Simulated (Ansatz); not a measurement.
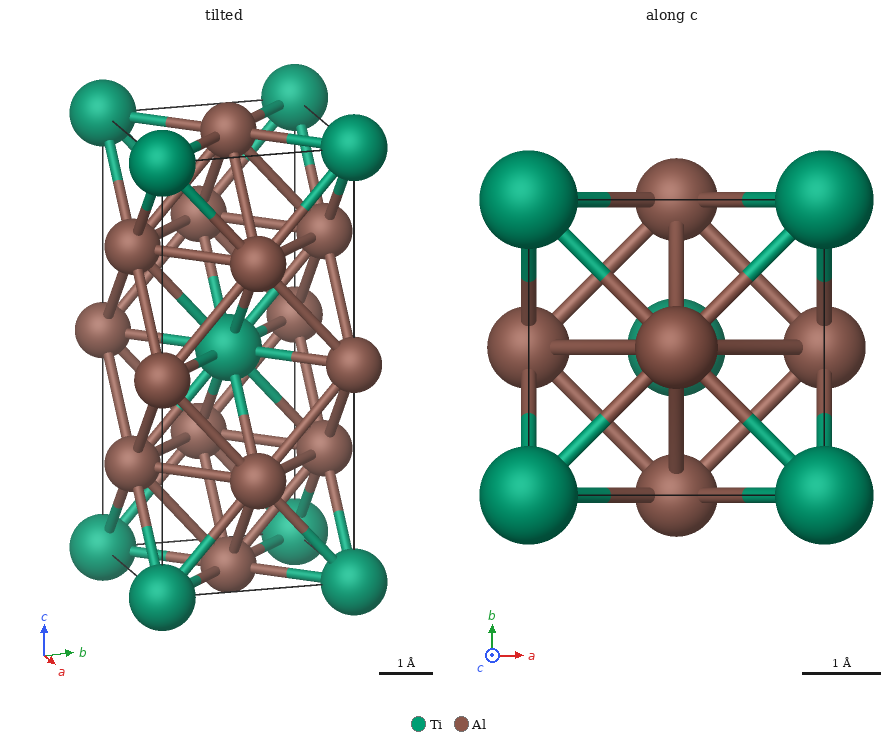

Shown here is a ball-and-stick view of the crystal, taken slightly off an axis and along the c axis. Lines trace the edges of the conventional unit cell. Cell: a = 3.82 Å, b = 3.82 Å, c = 8.55 Å, α = 90.00°, β = 90.00°, γ = 90.00°.

The cell started as a structure listed in the Materials Project. Earlier steps of the study, as a rule a relaxation of our own, may have changed the cell and positions, so they can lie some per cent off the listed ones. It was run through Ansatz as a DFT input.

Question: Explain the picture.

Answer: Chemical formula TiAl3. The structure has I4/mmm (No. 139) symmetry and a body-centred tetragonal lattice. Counting shared atoms by their share gives 2 Ti, 6 Al, or 8 atoms. Each Ti has twelve Al in a distorted cuboctahedral arrangement at about 2.7 to 2.9 Å. Each Al has eight Al and four Ti in a distorted cuboctahedral arrangement (about 2.7 to 2.9 Å to Al, 2.7 to 2.9 Å to Ti). The bonds build a three-dimensional framework.

Calculation details: DFT PBEsol, scalar-relativistic, plane waves, PAW in Ansatz; an energy cutoff of 420 eV, k-points about 0.15 Å⁻¹ apart, Gaussian smearing of 0.1 eV, no spin polarisation.

Question: Predict the gap.

Answer: A metal: bands cross the Fermi level.

Question: What are the atomic charges by Bader's partition?

Answer: Ti +0.73 e; Al -0.26 to -0.22 e.

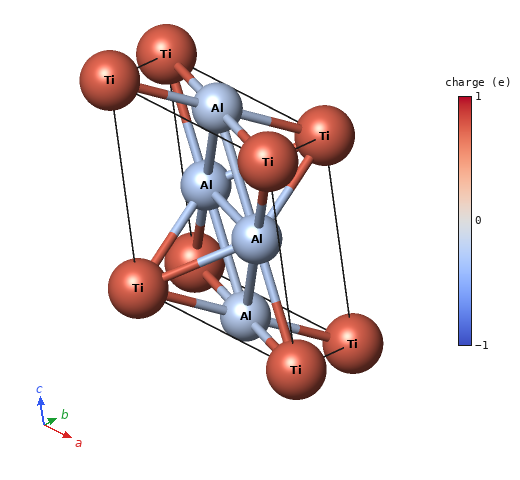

The atoms coloured by those charges. The run's cell of 4 atoms is drawn in a reduced setting, so axes and origin can differ from the first picture.

Question: Has the structure come to rest?

Answer: Yes. All forces vanish to within 0.01 eV/Å. The pressure is 0.0 GPa, close to zero.
